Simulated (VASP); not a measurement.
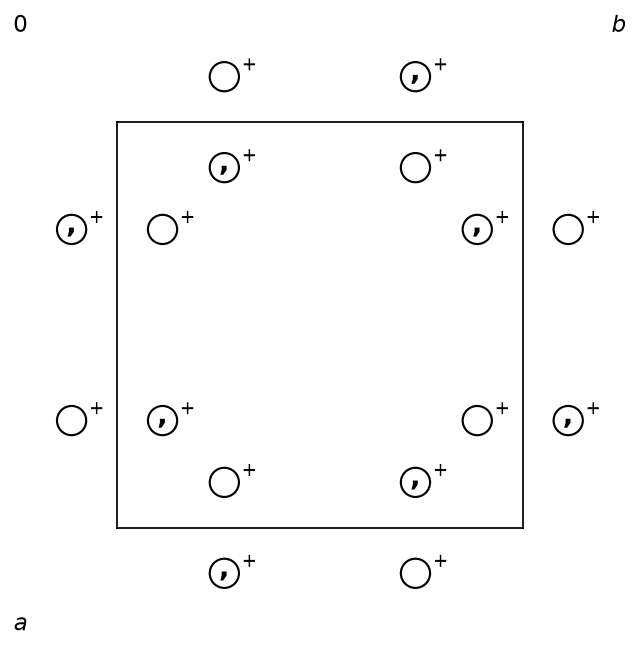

General positions of a space group, projected down c, computed from the operations of a computed or model structure of composition BaTiO3.

A circle is a general position, a comma marks the mirror image, + and − with a fraction give the height (along the projection axis: ½+ is ½ plus the coordinate, − is its negative), and a split circle stands for two positions above each other.

> Identify the space group.

P4mm (No. 99); primitive tetragonal, point group 4mm, 8 general positions a cell.

> Write the general positions (in any order).

x, y, z
−y, x, z
−x, −y, z
y, −x, z
−x, y, z
y, x, z
x, −y, z
−y, −x, z
